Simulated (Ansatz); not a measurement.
Single-point calculation of WS2

- system: WS2 (3 atoms in the cell)
- method: DFT, r2SCAN+rVV10, plane waves, PAW, no spin polarisation (Ansatz 0.2.0)

The structure was built on a prototype by a generator. The geometry comes from this level: r2scan-rvv10.

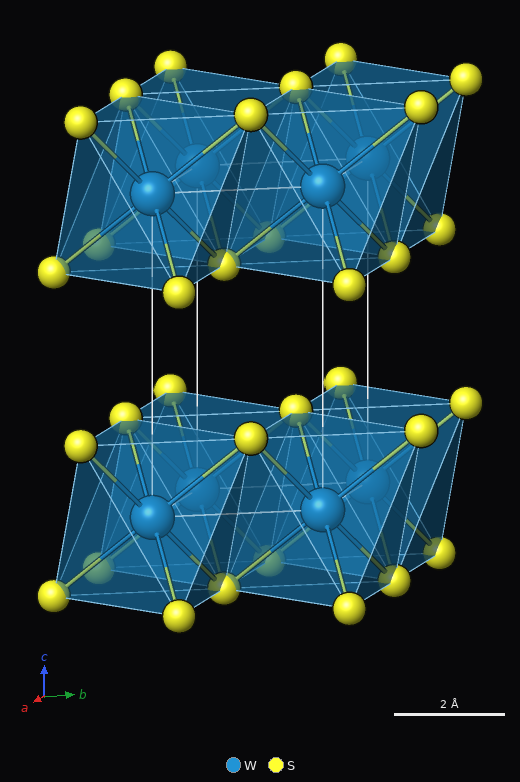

The structure (polyhedral view of the cell of the calculation, seen slightly off an axis; polyhedra are completed across the faces of the cell).

Results in brief

```json
{"quantity": "outcome", "value": "converged"}
{"quantity": "space group (tolerance 0.01 Å)", "value": "P-3m1 (164)"}
{"quantity": "electrons treated", "value": "26"}
{"quantity": "free energy", "value": "−12206.7970 eV"}
{"quantity": "Fermi energy", "value": "11.577 eV"}
{"quantity": "band gap", "value": "none (metallic)"}
{"quantity": "pressure", "value": "0.03 GPa"}
{"quantity": "largest force (length of the vector)", "value": "0.004 eV/Å"}
{"quantity": "hardware", "value": "2 threads of Arm Neoverse V2, 24 GiB of memory available, shared host"}
{"quantity": "wall time", "value": "7.9 s (CPU time 15 s)"}
{"quantity": "peak memory", "value": "0.56 GiB"}
```

Notes

Spin–orbit coupling is left out, which matters for W.

The input
```yaml
crystal:
  lattice:
    - [3.2277283057, 0.0, 0.0]
    - [-1.6138641529, 2.7952947092, 0.0]
    - [0.0, 0.0, 5.999715495]
  atoms:
    - { symbol: W, position: [0.0, 0.0, 0.0] }
    - { symbol: S, position: [0.3333333333, 0.6666666667, 0.2565730051] }
    - { symbol: S, position: [0.6666666667, 0.3333333333, 0.7434269949] }
kpoints:
  mp_grid: { grid: [12, 12, 6] }
  band_path:
    path:
      - [0.0, 0.0, 0.0]
      - [0.5, 0.0, 0.0]
      - [0.3333333333, 0.3333333333, 0.0]
      - [0.0, 0.0, 0.5]
      - [0.5, 0.0, 0.5]
      - [0.3333333333, 0.3333333333, 0.5]
    npoints: 1
hamiltonian:
  xc: r2scan
  dispersion: rvv10
scf:
  occupations: { method: fermi_dirac, width: 0.03 }
  n_extra_bands: 4
output:
  forces: true
  stress: true
  eigenvalues: true
```

Command:
```bash
ansatz run input.yaml --threads 2 --pin off --max-ram 2211MiB --backend cpu --events-out ev --progress --plain --runs-dir out
```

The program's output
```
scf.n_extra_bands = 4 over 13 filled bands (N_el = 26.0): the run solves 17 bands
Engine: ansatz 0.2.0, aarch64-unknown-linux-gnu
Pseudopotentials: kind: paw
Pseudopotential: W, paw, valence charge 14, recommended cutoff 500 eV (meta_gga), W.paw.azcp
Pseudopotential: S, paw, valence charge 6, recommended cutoff 500 eV (meta_gga), S.paw.azcp
Functional definition: r2SCAN+rVV10
  parameter k0 = 0.174
  parameter k1 = 0.065
  parameter a1 = 4.9479
  exchange = r2scan_x(k0 = k0, k1 = k1, a1 = a1)
  correlation = r2scan_c + rvv10(11.95, 0.0093)
Crystal: 3 atoms, lattice volume = 54.132 Å³
Basis set: ecut = 500 eV, 1359 PW (Γ), exchange–correlation on 108×108×200 points (64 copies of the dense FFT grid, shifted against one another)
Bands: 17, of which v1, the nominal top of the filled ones, is band 13 counted from 1 (12 counted from 0)
Symmetry: 12 space group operations
Space group: P-3m1 (ITA 164), of the structure as read, at distance tolerance 3.8e-5 Å
k-points: 100 of 864
Non-local potential: W, projectors of the file, l = 0: 3, l = 1: 2, l = 2: 2, l = 3: 1
Non-local potential: S, projectors of the file, l = 0: 2, l = 1: 2, l = 2: 2
PAW form: soft (Blöchl's): semilocal exchange-correlation on the pseudo side does not see the compensation charge
rVV10 density: all electrons in the spheres
PAW frozen core: W, regenerated for the run's functional (the file was generated under x = pbe(κ = 0.804, μ = 0.2195149727645171), c = pbe(β = 0.06672455060314922))
PAW frozen core: S, regenerated for the run's functional (the file was generated under x = pbe(κ = 0.804, μ = 0.2195149727645171), c = pbe(β = 0.06672455060314922))
PAW one-centre angular grid: W, 590 points (default); XC on 160 Gauss nodes
PAW one-centre angular grid: S, 302 points (default); XC on 160 Gauss nodes
Initial density: superposition of atomic densities (neutral atoms: chi_scale 0, normalization atom), corrected by the library's trained network
Initial wavefunctions: pseudopotential atomic-orbital guess
Functional: x = r2scan, c = r2scan + rvv10(b = 11.95, C = 0.0093); τ floored in thin density (d = 2e-4 eV/Å³)
SCF iter   1: F=—  HF=-12206.750681 eV  |F-HF|=—  |Δ(HF+E_count)|=         —  Δρ=6.38e-3  dr2=2.33e-2  dr2_τ=6.88e-2  ethr=1.77e-3  ⟨swp⟩=6.0  Hψ=10044  notcnv=0
preconditioner: auto → LDOS  [metal: Δε(μ)=0.024 eV  Ē_g=8.996 eV  σ=0.030 eV  W_gap=0.19  n_scr=10 (ndim 8)  ℏωp=21.4 eV  f_vac=0.011  D(μ)=1.42/eV (n_scr^D=4)  β→1.0]
SCF iter   2: F=—  HF=-12206.798256 eV  |F-HF|=—  |Δ(HF+E_count)|=   4.76e-2  Δρ=3.35e-3  dr2=7.92e-3  dr2_τ=4.22e-4  ethr=8.97e-5  ⟨swp⟩=2.9  Hψ=3969  notcnv=0
SCF iter   3: F=—  HF=-12206.796837 eV  |F-HF|=—  |Δ(HF+E_count)|=   1.42e-3  Δρ=8.77e-4  dr2=9.22e-4  dr2_τ=2.11e-5  ethr=3.05e-5  ⟨swp⟩=2.0  Hψ=2997  notcnv=0
SCF iter   4: F=—  HF=-12206.797004 eV  |F-HF|=—  |Δ(HF+E_count)|=   1.67e-4  Δρ=2.99e-4  dr2=6.28e-5  dr2_τ=1.37e-5  ethr=3.54e-6  ⟨swp⟩=2.0  Hψ=2411  notcnv=0
SCF iter   5: F=—  HF=-12206.797022 eV  |F-HF|=—  |Δ(HF+E_count)|=   1.79e-5  Δρ=5.94e-5  dr2=1.31e-6  dr2_τ=1.13e-7  ethr=2.41e-7  ⟨swp⟩=2.0  Hψ=2528  notcnv=0
SCF iter   6: F=—  HF=-12206.797026 eV  |F-HF|=—  |Δ(HF+E_count)|=   3.42e-6  Δρ=1.61e-5  dr2=1.53e-7  dr2_τ=6.19e-9  ethr=5.05e-9  ⟨swp⟩=2.0  Hψ=2852  notcnv=0
SCF iter   7: F=-12206.797026 eV  HF=-12206.797026 eV  |F-HF|=5.23e-9  |Δ(HF+E_count)|=   1.92e-7  Δρ=3.49e-6  dr2=3.22e-9  dr2_τ=2.61e-9  ethr=3.85e-10  ⟨swp⟩=6.2  Hψ=7978  notcnv=0
SCF 1 converged in 7 iterations: F = -12206.797026 eV  dr2 = 3.22e-9
  greatest PAW one-centre occupation: 0.999 electrons in one spin orbital (limit 2), on the W atom at site 0 (counted from 0), in its partial waves of l = 0
NSCF: frozen V_eff on 6 k-points
SCF converged after 7 iterations
Free energy (F): -12206.797026 eV
Harris-Foulkes:  -12206.797026 eV  (|F-HF|=5.23e-9)
Internal energy: -12206.793134 eV  (E = F + TS)
E sigma→0 (E₀):  -12206.795080 eV
Entropy (-TS):   -0.003892 eV (-1.297 meV/atom)
Fermi energy:    11.576914 eV
--- Per-component energies (eV) ---
  E_band       = -212.688784
  E_kinetic    = 665.740131
  E_local      = -1680.807508  (includes V_loc(G=0)·N_el)
  E_nonlocal   = 58.063840
  E_hartree    = 657.275364
  E_xc         = -428.767390
  E_vxc        = -448.853842  (∫ρ·V_xc dr)
  E_paw        = -9812.221942  (= ΣΔE_a)
  E_vpaw       = -143.622878  (= ΣTr[D̂ρ^β])
  E_aug_tail   = -0.000029  (compensation charges beyond the density's cutoff)
  E_vtau       = 22.240734  (kinetic-family band-sum trace: ∫τ·v_τ [+ j·A + Jᵃ·Aᵃ] dr)
  E_ewald      = -1665.268117
  E_core_change = -0.807482  (= ΣΔE_core)
  E_smearing   = -0.003892  (= −TS)
  E_closure    = 0.000000  (closes the sum)
  Σ components = -12206.797026   (vs F -12206.797026, Δ=0.00e0)
--- Forces (eV/Å), atoms counted from 1 ---
  atom   1  W      0.00000000    -0.00000000     0.00000000
  atom   2  S      0.00000000     0.00000000     0.00446196
  atom   3  S     -0.00000000    -0.00000000    -0.00446196
  max |Σ_I F_I| component: 2.78e-17 eV/Å
--- Stress (GPa, compression-positive) ---
       -0.016645       0.000000      -0.000000
        0.000000      -0.016645      -0.000000
       -0.000000      -0.000000       0.122967
  P = ⅓ Tr σ = 0.0299 GPa (0.299 kbar)
--- Band table (eV; the first three rows and the last of 100) ---
  k-point 0: bands = ["-65.2764", "-28.8317", "-28.8317", "-28.8085", "-4.8140", "-2.7665", "3.5970", "6.9511", "6.9511", "9.6289", "10.4330", "10.6837", "10.6837", "10.8621", "10.8621", "15.0680", "15.0680"]
  k-point 1: bands = ["-65.2764", "-28.8317", "-28.8317", "-28.8085", "-4.7552", "-2.8871", "3.8436", "6.9567", "6.9567", "8.8276", "10.6791", "10.6791", "10.8272", "10.8272", "11.0174", "15.1534", "15.1534"]
  k-point 2: bands = ["-65.2764", "-28.8318", "-28.8318", "-28.8086", "-4.6153", "-3.1435", "4.4398", "6.9678", "6.9678", "7.7503", "10.6703", "10.6703", "10.7592", "10.7592", "11.5455", "15.3280", "15.3280"]
  k-point 99: bands = ["-65.2591", "-29.0471", "-29.0471", "-28.7419", "-2.2705", "-2.2705", "5.2639", "5.2639", "5.3039", "7.0425", "7.2364", "7.2364", "12.0529", "12.0529", "12.3633", "16.0739", "16.0739"]
```
